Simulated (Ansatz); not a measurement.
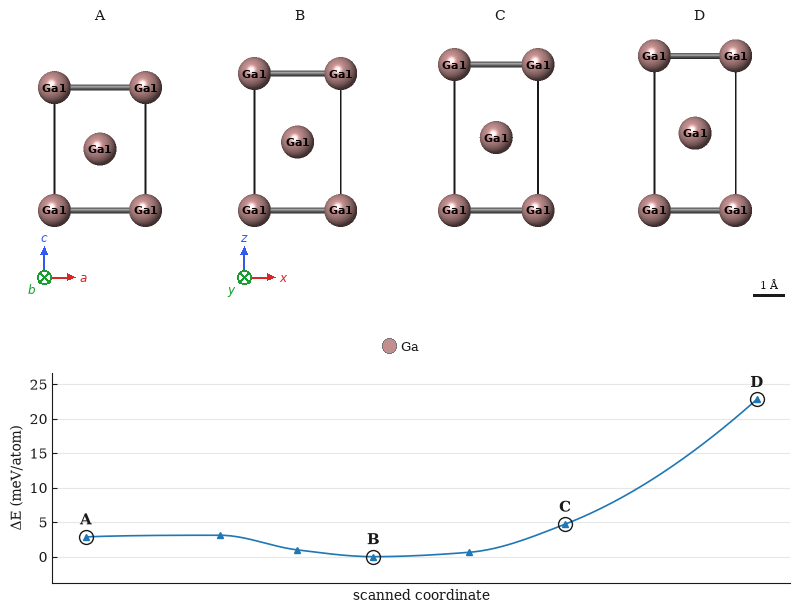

A scan of solid Ga (I4/mmm) along one coordinate. x, y and z are the Cartesian axes of the input. The picture is a ball-and-stick view of the conventional cell (2 times the calculation's cell), seen along the b axis. Lengths and directions refer to the drawn axes.

The calculation used DFT LDA, scalar-relativistic, plane waves, PAW in Ansatz. (plane-wave cutoff 420 eV; k-point mesh 26 × 26 × 26; occupations gaussian; smearing width 0.15 eV; no spin polarisation). Energies (free energies at the smearing named) are counted from the cell as listed in its source, which wasn't relaxed.

Question: Which coordinate changes from frame to frame?

Answer: The ratio of the cell's length along z to its lengths across, counted as 1 for the reference, is changed at fixed volume (a c/a path), with the atoms kept at their fractional coordinates. In the frames the relative ratio is 0.85 (A), 1.00 (B), 1.10 (C), 1.20 (D). The lowest computed point lies at the relative ratio 1.00 (0.0 meV/atom). The end points stand at 2.9 meV/atom (0.85) and 22.8 meV/atom (1.20). The unrelaxed reference is under a pressure of −1.6 GPa. The distortion keeps the space group I4/mmm. At the relative ratio 1.20 the cell of the drawing goes a 2.808 → 2.642 Å, b 2.808 → 2.642 Å, c 4.458 → 5.034 Å.
